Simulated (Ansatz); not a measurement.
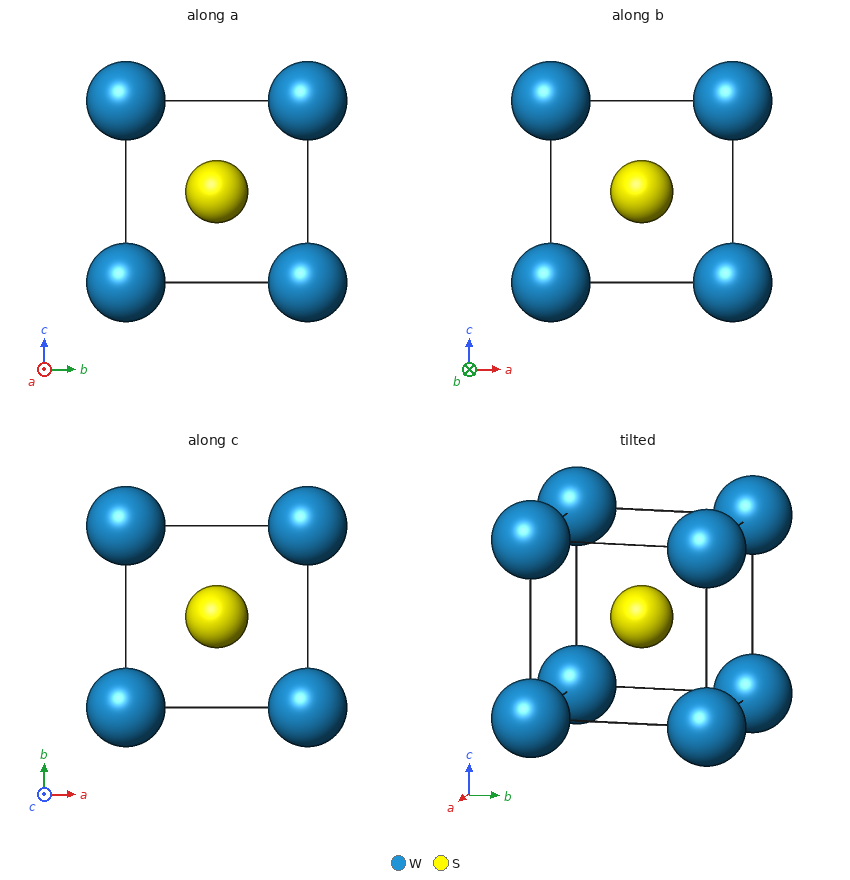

Drawn in the spheres-only manner and seen along the a axis, along the b axis, along the c axis and slightly off an axis. The wireframe shows the conventional unit cell.

Lattice parameters: a = 3.2404 Å, b = 3.2404 Å, c = 3.2404 Å, α = 90.000°, β = 90.000°, γ = 90.000°.

> From the views, write a CIF in P1 with every atom of the cell.

```cif
data_structure
_symmetry_space_group_name_H-M 'P 1'
_symmetry_Int_Tables_number 1
_cell_length_a 3.2404
_cell_length_b 3.2404
_cell_length_c 3.2404
_cell_angle_alpha 90.000
_cell_angle_beta 90.000
_cell_angle_gamma 90.000
_cell_volume 34.03
loop_
_atom_site_label
_atom_site_type_symbol
_atom_site_fract_x
_atom_site_fract_y
_atom_site_fract_z
_atom_site_occupancy
W1 W 0.0000 0.0000 0.0000 1
S1 S 0.5000 0.5000 0.5000 1
```

The starting point was a structure type filled with these elements by a generator (whether the compound takes this form wasn't checked). It is drawn as it came out of a relaxation with DFT PBE+U, scalar-relativistic, plane waves, PAW (Ansatz).
